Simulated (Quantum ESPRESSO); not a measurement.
**Band-structure run of GaSb (part 1 of 2)**

GaSb (2 atoms in the cell), computed with Kohn-Sham DFT of a periodic cell, PBE, PseudoDojo 0.4.1 SR PBE standard, no spin polarisation (Quantum ESPRESSO 7.5).

The structure derives from an entry of the Crystallography Open Database.

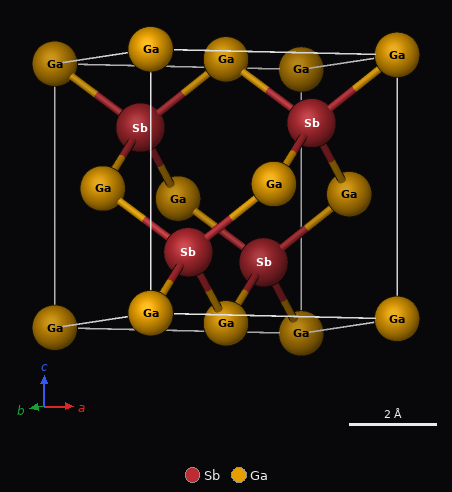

Figure 1. The input geometry (ball-and-stick view of the cell 4 times as large as that of the calculation, set on its symmetry axes, seen at an oblique angle). An atom can appear more than once, as a periodic image. Near neighbours in the periodic cell (some may lie outside the picture): Sb has 4 Ga at 2.65 Å; Ga has 4 Sb at 2.65 Å.

Key numbers

```csv
quantity,value
outcome,converged
space group (tolerance 0.01 Å),F-43m (216)
electrons treated,28
free energy,−4556.2443 eV
Fermi energy,8.391 eV
gap on the k-point mesh,none (metallic)
pressure,2.33 GPa
largest force (length of the vector),under 0.001 eV/Å
hardware,"1 thread of Arm Neoverse V2, 24 GiB of memory available, shared host"
wall time,3 min
peak memory,0.13 GiB
```

Input file
```
&CONTROL
  calculation = 'scf'
  prefix = 'pwscf'
  outdir = './tmp'
  pseudo_dir = './pseudo'
  tprnfor = .true.
  tstress = .true.
  disk_io = 'low'
/
&SYSTEM
  ibrav = 0
  A = 4.32607929
  nat = 2
  ntyp = 2
  ecutwfc = 80
  nbnd = 21
  occupations = 'smearing'
  smearing = 'fd'
  degauss = 0.00367493
/
&ELECTRONS
  conv_thr = 4d-10
  electron_maxstep = 120
  mixing_beta = 0.5
/
ATOMIC_SPECIES
Sb   121.7600 Sb.upf
Ga    69.7230 Ga.upf
CELL_PARAMETERS alat
   0.0000000000    0.7071067807    0.7071067807
   0.7071067807    0.0000000000    0.7071067807
   0.7071067807    0.7071067807    0.0000000000
ATOMIC_POSITIONS alat
Sb     1.0606601711    1.0606601711    1.0606601711
Ga     0.0000000000    0.0000000000    0.0000000000
K_POINTS automatic
8 8 8 0 0 0
```

File bands.in
```
&CONTROL
  calculation = 'bands'
  prefix = 'pwscf'
  outdir = './tmp'
  pseudo_dir = './pseudo'
  disk_io = 'low'
  verbosity = 'high'
/
&SYSTEM
  ibrav = 0
  A = 4.32607929
  nat = 2
  ntyp = 2
  ecutwfc = 80
  nbnd = 21
  occupations = 'smearing'
  smearing = 'fd'
  degauss = 0.00367493
/
&ELECTRONS
  conv_thr = 1d-08
  electron_maxstep = 120
  mixing_beta = 0.5
  diago_full_acc = .true.
  startingwfc = 'random'
/
ATOMIC_SPECIES
Sb   121.7600 Sb.upf
Ga    69.7230 Ga.upf
CELL_PARAMETERS alat
   0.0000000000    0.7071067807    0.7071067807
   0.7071067807    0.0000000000    0.7071067807
   0.7071067807    0.7071067807    0.0000000000
ATOMIC_POSITIONS alat
Sb     1.0606601711    1.0606601711    1.0606601711
Ga     0.0000000000    0.0000000000    0.0000000000
K_POINTS crystal
60
 0.0000000000  0.0000000000  0.0000000000 1
 0.0625000000  0.0000000000  0.0625000000 1
 0.1250000000  0.0000000000  0.1250000000 1
 0.1875000000  0.0000000000  0.1875000000 1
 0.2500000000  0.0000000000  0.2500000000 1
 0.3125000000  0.0000000000  0.3125000000 1
 0.3750000000  0.0000000000  0.3750000000 1
 0.4375000000  0.0000000000  0.4375000000 1
 0.5000000000  0.0000000000  0.5000000000 1
 0.5000000000  0.0625000000  0.5625000000 1
 0.5000000000  0.1250000000  0.6250000000 1
 0.5000000000  0.1875000000  0.6875000000 1
 0.5000000000  0.2500000000  0.7500000000 1
 0.4375000000  0.3125000000  0.7500000000 1
 0.3750000000  0.3750000000  0.7500000000 1
 0.3375000000  0.3375000000  0.6750000000 1
 0.3000000000  0.3000000000  0.6000000000 1
 0.2625000000  0.2625000000  0.5250000000 1
 0.2250000000  0.2250000000  0.4500000000 1
 0.1875000000  0.1875000000  0.3750000000 1
 0.1500000000  0.1500000000  0.3000000000 1
 0.1125000000  0.1125000000  0.2250000000 1
 0.0750000000  0.0750000000  0.1500000000 1
 0.0375000000  0.0375000000  0.0750000000 1
 0.0000000000  0.0000000000  0.0000000000 1
 0.0625000000  0.0625000000  0.0625000000 1
 0.1250000000  0.1250000000  0.1250000000 1
 0.1875000000  0.1875000000  0.1875000000 1
 0.2500000000  0.2500000000  0.2500000000 1
 0.3125000000  0.3125000000  0.3125000000 1
 0.3750000000  0.3750000000  0.3750000000 1
 0.4375000000  0.4375000000  0.4375000000 1
 0.5000000000  0.5000000000  0.5000000000 1
 0.5250000000  0.4500000000  0.5250000000 1
 0.5500000000  0.4000000000  0.5500000000 1
 0.5750000000  0.3500000000  0.5750000000 1
 0.6000000000  0.3000000000  0.6000000000 1
 0.6250000000  0.2500000000  0.6250000000 1
 0.5833333333  0.2500000000  0.6666666667 1
 0.5416666667  0.2500000000  0.7083333333 1
 0.5000000000  0.2500000000  0.7500000000 1
 0.5000000000  0.2857142857  0.7142857143 1
 0.5000000000  0.3214285714  0.6785714286 1
 0.5000000000  0.3571428571  0.6428571429 1
 0.5000000000  0.3928571429  0.6071428571 1
 0.5000000000  0.4285714286  0.5714285714 1
 0.5000000000  0.4642857143  0.5357142857 1
 0.5000000000  0.5000000000  0.5000000000 1
 0.4821428571  0.4821428571  0.5357142857 1
 0.4642857143  0.4642857143  0.5714285714 1
 0.4464285714  0.4464285714  0.6071428571 1
 0.4285714286  0.4285714286  0.6428571429 1
 0.4107142857  0.4107142857  0.6785714286 1
 0.3928571429  0.3928571429  0.7142857143 1
 0.3750000000  0.3750000000  0.7500000000 1
 0.6250000000  0.2500000000  0.6250000000 1
 0.5937500000  0.1875000000  0.5937500000 1
 0.5625000000  0.1250000000  0.5625000000 1
 0.5312500000  0.0625000000  0.5312500000 1
 0.5000000000  0.0000000000  0.5000000000 1
```

Command:
```bash
OMP_NUM_THREADS=1 pw.x -in pw.in > pw.out
OMP_NUM_THREADS=1 pw.x -in bands.in > bands.out
```

What the program printed
```
This program is part of the open-source Quantum ESPRESSO suite
     for quantum simulation of materials; please cite
         "P. Giannozzi et al., J. Phys.:Condens. Matter 21 395502 (2009);
         "P. Giannozzi et al., J. Phys.:Condens. Matter 29 465901 (2017);
         "P. Giannozzi et al., J. Chem. Phys. 152 154105 (2020);
          URL
     in publications or presentations arising from this work. More details at

     Message from routine setup:
     using ibrav=0 with symmetry is DISCOURAGED, use correct ibrav instead

     G-vector sticks info
     --------------------
     sticks:   dense  smooth     PW     G-vecs:    dense   smooth      PW
     Sum        1483    1483    433                37461    37461    5817

     Using Slab Decomposition

     bravais-lattice index     =            0
     lattice parameter (alat)  =       8.1751  a.u.
     unit-cell volume          =     386.3359 (a.u.)^3
     number of atoms/cell      =            2
     number of atomic types    =            2
     number of electrons       =        28.00
     number of Kohn-Sham states=           21
     kinetic-energy cutoff     =      80.0000  Ry
     charge density cutoff     =     320.0000  Ry
     scf convergence threshold =      4.0E-10
     mixing beta               =       0.5000
     number of iterations used =            8  plain     mixing
     Exchange-correlation= PBE
                           (   1   4   3   4   0   0   0)

     celldm(1)=   8.175105  celldm(2)=   0.000000  celldm(3)=   0.000000
     celldm(4)=   0.000000  celldm(5)=   0.000000  celldm(6)=   0.000000

     crystal axes: (cart. coord. in units of alat)
               a(1) = (   0.000000   0.707107   0.707107 )
               a(2) = (   0.707107   0.000000   0.707107 )
               a(3) = (   0.707107   0.707107   0.000000 )

     reciprocal axes: (cart. coord. in units 2 pi/alat)
               b(1) = ( -0.707107  0.707107  0.707107 )
               b(2) = (  0.707107 -0.707107  0.707107 )
               b(3) = (  0.707107  0.707107 -0.707107 )

     PseudoPot. # 1 for Sb read from file:
     Sb.upf
     Pseudo is Norm-conserving + core correction, Zval = 15.0
     Generated using ONCVPSP code by D. R. Hamann
     Using radial grid of 1434 points,  6 beta functions with:
                l(1) =   0
                l(2) =   0
                l(3) =   1
                l(4) =   1
                l(5) =   2
                l(6) =   2

     PseudoPot. # 2 for Ga read from file:
     Ga.upf
     Pseudo is Norm-conserving + core correction, Zval = 13.0
     Generated using ONCVPSP code by D. R. Hamann
     Using radial grid of 1902 points,  6 beta functions with:
                l(1) =   0
                l(2) =   0
                l(3) =   1
                l(4) =   1
                l(5) =   2
                l(6) =   2

     atomic species   valence    mass     pseudopotential
     Sb               15.00   121.76000     Sb( 1.00)
     Ga               13.00    69.72300     Ga( 1.00)

     24 Sym. Ops. (no inversion) found

   Cartesian axes

     site n.     atom                  positions (alat units)
         1        Sb     tau(   1) = (   1.0606602   1.0606602   1.0606602  )
         2        Ga     tau(   2) = (   0.0000000   0.0000000   0.0000000  )

     number of k points=    29  Fermi-Dirac smearing, width (Ry)=  0.0037
                       cart. coord. in units 2pi/alat
        k(    1) = (   0.0000000   0.0000000   0.0000000), wk =   0.0039062
        k(    2) = (   0.0883883   0.0883883  -0.0883883), wk =   0.0312500
        k(    3) = (   0.1767767   0.1767767  -0.1767767), wk =   0.0312500
        k(    4) = (   0.2651650   0.2651650  -0.2651650), wk =   0.0312500
        k(    5) = (  -0.3535534  -0.3535534   0.3535534), wk =   0.0156250
        k(    6) = (   0.1767767   0.0000000   0.0000000), wk =   0.0234375
        k(    7) = (   0.2651650   0.0883883  -0.0883883), wk =   0.0937500
        k(    8) = (   0.3535534   0.1767767  -0.1767767), wk =   0.0937500
        k(    9) = (  -0.2651650  -0.4419417   0.4419417), wk =   0.0937500
        k(   10) = (  -0.1767767  -0.3535534   0.3535534), wk =   0.0937500
        k(   11) = (  -0.0883883  -0.2651650   0.2651650), wk =   0.0937500
        k(   12) = (   0.0000000  -0.1767767   0.1767767), wk =   0.0468750
        k(   13) = (   0.3535534   0.0000000   0.0000000), wk =   0.0234375
        k(   14) = (   0.4419417   0.0883883  -0.0883883), wk =   0.0937500
        k(   15) = (  -0.1767767  -0.5303301   0.5303301), wk =   0.0937500
        k(   16) = (  -0.0883883  -0.4419417   0.4419417), wk =   0.0937500
        k(   17) = (   0.0000000  -0.3535534   0.3535534), wk =   0.0468750
        k(   18) = (   0.5303301   0.0000000  -0.0000000), wk =   0.0234375
        k(   19) = (  -0.0883883  -0.6187184   0.6187184), wk =   0.0937500
        k(   20) = (  -0.0000000  -0.5303301   0.5303301), wk =   0.0468750
        k(   21) = (  -0.7071068   0.0000000   0.0000000), wk =   0.0117188
        k(   22) = (   0.3535534   0.1767767  -0.0000000), wk =   0.0937500
        k(   23) = (  -0.2651650  -0.4419417   0.6187184), wk =   0.1875000
        k(   24) = (  -0.1767767  -0.3535534   0.5303301), wk =   0.0937500
        k(   25) = (  -0.1767767  -0.5303301   0.7071068), wk =   0.0937500
        k(   26) = (  -0.0883883  -0.4419417   0.6187184), wk =   0.1875000
        k(   27) = (  -0.0000000  -0.3535534   0.5303301), wk =   0.0937500
        k(   28) = (  -0.7071068   0.1767767   0.0000000), wk =   0.0468750
        k(   29) = (  -0.7071068   0.3535534   0.0000000), wk =   0.0234375

     Dense  grid:    37461 G-vectors     FFT dimensions: (  48,  48,  48)

     Initial potential from superposition of free atoms

     starting charge      27.9968, renormalised to      28.0000
     Starting wfcs are   18 randomized atomic wfcs +    3 random wfcs

     Self-consistent Calculation

     iteration #  1     ecut=    80.00 Ry     beta= 0.50
     Davidson diagonalization with overlap
     ethr =  1.00E-02,  avg # of iterations =  5.6

     Threshold (ethr) on eigenvalues was too large:
     Diagonalizing with lowered threshold

     Davidson diagonalization with overlap
     ethr =  9.54E-05,  avg # of iterations =  3.8

     total energy              =    -334.87654023 Ry
     estimated scf accuracy    <       0.02739432 Ry

     iteration #  2     ecut=    80.00 Ry     beta= 0.50
     Davidson diagonalization with overlap
     ethr =  9.78E-05,  avg # of iterations =  1.0

     total energy              =    -334.87747414 Ry
     estimated scf accuracy    <       0.00496845 Ry

     iteration #  3     ecut=    80.00 Ry     beta= 0.50
     Davidson diagonalization with overlap
     ethr =  1.77E-05,  avg # of iterations =  1.6

     total energy              =    -334.87774527 Ry
     estimated scf accuracy    <       0.00024867 Ry

     iteration #  4     ecut=    80.00 Ry     beta= 0.50
     Davidson diagonalization with overlap
     ethr =  8.88E-07,  avg # of iterations =  6.8

     total energy              =    -334.87777946 Ry
     estimated scf accuracy    <       0.00001888 Ry

     iteration #  5     ecut=    80.00 Ry     beta= 0.50
     Davidson diagonalization with overlap
     ethr =  6.74E-08,  avg # of iterations =  2.1

     total energy              =    -334.87778235 Ry
     estimated scf accuracy    <       0.00000057 Ry

     iteration #  6     ecut=    80.00 Ry     beta= 0.50
     Davidson diagonalization with overlap
     ethr =  2.03E-09,  avg # of iterations =  2.7

     total energy              =    -334.87778255 Ry
     estimated scf accuracy    <       0.00000003 Ry
```
